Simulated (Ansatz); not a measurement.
KI and related structures: several calculations on one system

Part 1: Relaxation

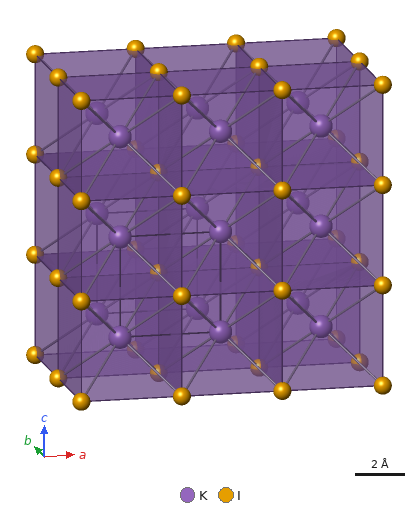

Solid KI (set up in Pm-3m), before the relaxation. Style: polyhedral. Shown: the cell of the calculation, repeated 2 × 1 × 2 with one cell outlined, slightly off an axis.

The calculation used Ansatz 0.2.0, DFT PBE, scalar-relativistic, plane waves, PAW.

Input file:
```yaml
crystal:
  lattice:
    - [4.29119666, 0.0, 0.0]
    - [0.0, 4.29119666, 0.0]
    - [0.0, 0.0, 4.29119666]
  atoms:
    - { symbol: K, position: [0.0, 0.0, 0.0] }
    - { symbol: I, position: [0.5, 0.5, 0.5] }
basis:
  ecutwfc: 420
kpoints:
  mp_grid: { grid: [6, 6, 6] }
hamiltonian:
  xc: pbe
scf:
  occupations: { method: gaussian, width: 0.02 }
output:
  forces: true
  stress: true
  eigenvalues: true
  write_density: true
  write_potential: true
  elf: true
  volumetric_format: npy
relax:
  adjacent_minimum: "off"
  f_tol: 0.005
  max_steps: 80
  cell: { stress_tol: 0.05 }
```

Run as
```bash
ansatz run input.yaml --threads 4 --pin off --max-ram 9216MiB --backend cpu --events-out ev --progress --plain --runs-dir out
```

> What does the optimiser find from here?

Over 2 accepted moves (3 points after the start) the energy falls by 2.0 meV per atom. All forces vanish by symmetry, so only the cell relaxes. The pressure goes from 0.48 to 0.02 GPa. The SCF was repeated once at an unchanged geometry on a basis and grid sized afresh for the cell, which shifted the energy by 0.1 meV per atom at most. The atoms keep their places relative to the cell (all moves are under 0.005 Å). The volume changes by +3.4 %, with a = b = c 4.291 → 4.340 Å (+1.1 %). Among the contacts that change: K1–I2 3.716 → 3.759 Å. The space group stays Pm-3m (No. 221). Cost: 3.2 s on 4 threads of Arm Neoverse V1 (shared host), peak memory 0.36 GiB.

The end point in the same view:

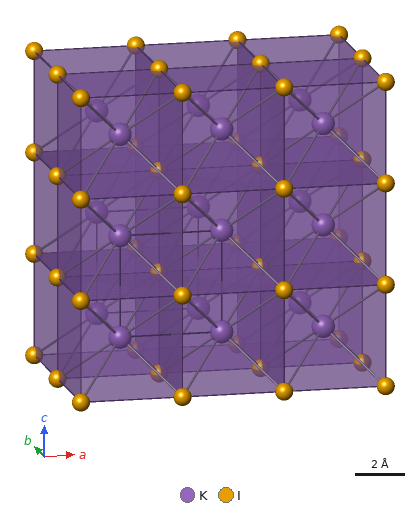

Part 2: Relaxation

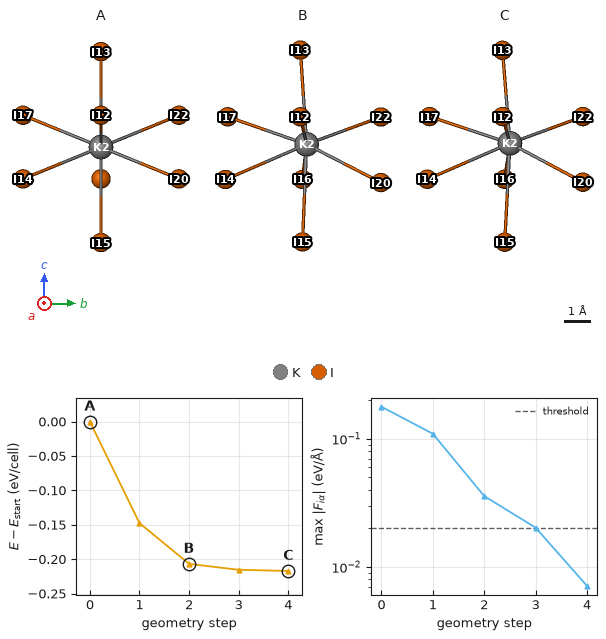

Frames of a relaxation of a defect cell of composition K$_{11}$I$_{12}$ (cell charge −1), marked on the history of the run. A ball-and-stick model of the atoms within 4.2 Å of the atom that moves most (axes of the conventional cell (2 times the calculation's cell)), seen along the a axis. Lengths and directions refer to the drawn axes.

Case: K vacancy, atoms relaxed.

All numbers below come from DFT PBE, scalar-relativistic, plane waves, PAW in Ansatz.

The input:
```yaml
crystal:
  lattice:
    - [4.3399769145, 8.679953829, 4.3399769145]
    - [8.679953829, 4.3399769145, -4.3399769145]
    - [-4.3399769145, 8.679953829, -4.3399769145]
  atoms:
    - { symbol: K, position: [0.9166666667, 0.6666666667, 0.25] }
    - { symbol: K, position: [0.75, 0.0, 0.75] }
    - { symbol: K, position: [0.1666666667, 0.6666666667, 0.5] }
    - { symbol: K, position: [0.4166666667, 0.6666666667, 0.75] }
    - { symbol: K, position: [1.0, 0.0, 0.0] }
    - { symbol: K, position: [0.8333333333, 0.3333333333, 0.5] }
    - { symbol: K, position: [0.25, 0.0, 0.25] }
    - { symbol: K, position: [0.0833333333, 0.3333333333, 0.75] }
    - { symbol: K, position: [0.5, 0.0, 0.5] }
    - { symbol: K, position: [0.3333333333, 0.3333333333, 0.0] }
    - { symbol: K, position: [0.5833333333, 0.3333333333, 0.25] }
    - { symbol: I, position: [0.375, 0.0, 0.875] }
    - { symbol: I, position: [0.625, 0.0, 0.125] }
    - { symbol: I, position: [0.4583333333, 0.3333333333, 0.625] }
    - { symbol: I, position: [0.875, 0.0, 0.375] }
    - { symbol: I, position: [0.125, 0.0, 0.625] }
    - { symbol: I, position: [0.7083333333, 0.3333333333, 0.875] }
    - { symbol: I, position: [0.5416666667, 0.6666666667, 0.375] }
    - { symbol: I, position: [0.9583333333, 0.3333333333, 0.125] }
    - { symbol: I, position: [0.7916666667, 0.6666666667, 0.625] }
    - { symbol: I, position: [0.2083333333, 0.3333333333, 0.375] }
    - { symbol: I, position: [0.0416666667, 0.6666666667, 0.875] }
    - { symbol: I, position: [0.2916666667, 0.6666666667, 0.125] }
total_charge: -1
basis:
  ecutwfc: 420
kpoints:
  mp_grid: { grid: [2, 2, 2] }
hamiltonian:
  xc: pbe
scf:
  occupations: { method: gaussian, width: 0.05 }
output:
  forces: true
  stress: true
  eigenvalues: true
  write_density: true
  write_potential: true
  elf: true
  volumetric_format: npy
relax:
  adjacent_minimum: "off"
  f_tol: 0.02
  max_steps: 50
```

Command:
```bash
ansatz run input.yaml --threads 4 --pin off --max-ram 9216MiB --backend cpu --events-out ev --progress --plain --runs-dir out
```

Q: Describe the path.

A: Over 4 geometry steps the energy falls by 0.217 eV per cell of the calculation. Largest force component: 0.18 eV/Å at the start, 0.0071 eV/Å at the end. The largest moves, 0.27 Å, are those of K2, K7, K8 and K11. K2 goes along [3 2 3]. Largest moves by element: K 0.27 Å, I 0.13 Å. The cell doesn't change. Some distances before and after: K2–I14 3.759 → 3.920 Å, K2–I15 3.759 → 3.901 Å, K2–I20 3.759 → 3.649 Å, K2–I12 3.759 → 3.658 Å. From step 0 to 2: K atoms move most (0.20 Å), energy −0.207 eV per cell of the calculation. From step 2 to 4: K atoms move most (0.07 Å), energy −10.3 meV per cell of the calculation.

```json
{"step": "0", "E − E(0), meV/atom": "0.00", "largest force component, eV/Å": "0.1781"}
{"step": "1", "E − E(0), meV/atom": "-6.41", "largest force component, eV/Å": "0.1096"}
{"step": "2", "E − E(0), meV/atom": "-8.99", "largest force component, eV/Å": "0.0358"}
{"step": "3", "E − E(0), meV/atom": "-9.36", "largest force component, eV/Å": "0.0203"}
{"step": "4", "E − E(0), meV/atom": "-9.44", "largest force component, eV/Å": "0.0071"}
```

Limits of the set-up: the cell is charged, on a uniform background, and energies carry no finite-size correction.

Part 3: Path

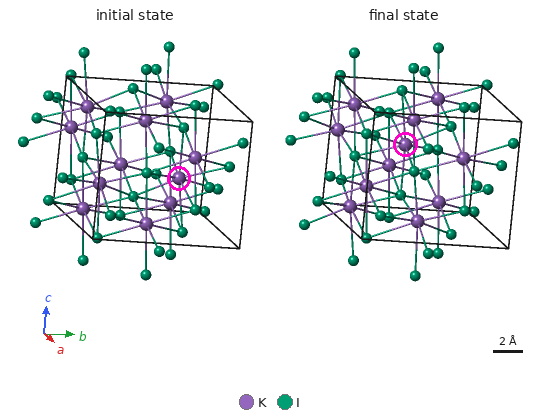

The two relaxed end points of a path for a defect cell of composition K11I12 (cell charge −1) with a K vacancy (23 atoms in the cell). A ball-and-stick model of the reduced simulation cell (origin moved), seen slightly off an axis. The moving atom is ringed, with any periodic copies. Lengths and directions refer to the drawn axes. Bonds to atoms that aren't drawn are left out.

All numbers below come from DFT PBE, scalar-relativistic, plane waves, PAW (Ansatz 0.2.0).

Set-up: plane-wave cutoff 420 eV; k-point mesh 2 × 2 × 2; Gaussian smearing 0.05 eV; 5 movable images; climbing image; force threshold 0.05 eV/Å; iteration limit 60.

Start:
```
K I
1.0
     4.33998    8.67995    4.33998
     8.67995    4.33998   -4.33998
    -4.33998    8.67995   -4.33998
K I
11 12
Direct
  0.90081 0.66667 0.23871
  0.74506 0.97881 0.76486
  0.16667 0.66667 0.50000
  0.43252 0.66667 0.76129
  0.00016 0.99968 0.00000
  0.83848 0.32305 0.50000
  0.27613 0.97881 0.23514
  0.05720 0.35452 0.76486
  0.49486 0.01029 0.50000
  0.33317 0.33366 0.00000
  0.58827 0.35452 0.23514
  0.36580 0.01056 0.86990
  0.62364 0.01056 0.13010
  0.45881 0.33224 0.62361
  0.87452 0.00109 0.37639
  0.12439 0.00109 0.62361
  0.70970 0.32277 0.86990
  0.53597 0.66667 0.38807
  0.96753 0.32277 0.13010
  0.79736 0.66667 0.61193
  0.20895 0.33224 0.37639
  0.05446 0.66667 0.86980
  0.27887 0.66667 0.13020
```

End:
```
K I
1.0
     4.33998    8.67995    4.33998
     8.67995    4.33998   -4.33998
    -4.33998    8.67995   -4.33998
K I
11 12
Direct
  0.92181 0.65638 0.25000
  0.67161 0.68786 0.98514
  0.14054 0.68786 0.51486
  0.41650 0.66699 0.75000
  0.98414 0.00000 0.98871
  0.82839 0.31214 0.51486
  0.25000 0.00000 0.25000
  0.08350 0.33301 0.75000
  0.51586 0.00000 0.51129
  0.35946 0.31214 0.98514
  0.57819 0.34362 0.25000
  0.36221 0.00000 0.88020
  0.61931 0.00000 0.13807
  0.44914 0.34389 0.61990
  0.88069 0.00000 0.36193
  0.13779 0.00000 0.61980
  0.70697 0.34389 0.88010
  0.54215 0.66557 0.37361
  0.95785 0.33443 0.12639
  0.79303 0.65611 0.61990
  0.20772 0.33443 0.37361
  0.05086 0.65611 0.88010
  0.29228 0.66557 0.12639
```

What barrier does the band find between them, and by what path?

The barrier is about 0.246 eV in both directions, with image 3 at the top; the ends have the same energy. It is a vacancy jump: a nearby atom moves into the empty site and leaves its own site empty. A K atom travels furthest, 3.80 Å from end to end, roughly along [−1 −3 2], on a straight line. At the highest image its nearest neighbour (I) is 3.31 Å away, against 3.65 Å at the start, and the surrounding atoms stand up to 0.15 Å off the mean of their end positions. The band converged in 4 iterations, with a climbing image at the top.

Energies of the converged images:

```json
{"image": "0", "path (Å)": "0.00", "E (eV)": "0.000"}
{"image": "1", "path (Å)": "0.65", "E (eV)": "0.067"}
{"image": "2", "path (Å)": "1.30", "E (eV)": "0.191"}
{"image": "3", "path (Å)": "1.95", "E (eV)": "0.246"}
{"image": "4", "path (Å)": "2.61", "E (eV)": "0.191"}
{"image": "5", "path (Å)": "3.26", "E (eV)": "0.067"}
{"image": "6", "path (Å)": "3.90", "E (eV)": "0.000"}
```

The geometry at the top of the path:

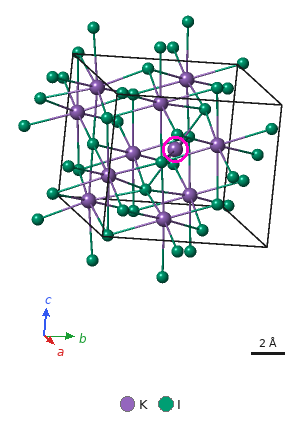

Limits of the set-up: the cell is charged, on a uniform background, and energies carry no finite-size correction.

Cost: 8.7 min on 4 threads of Arm Neoverse V1 (shared host), peak memory 6.5 GiB.
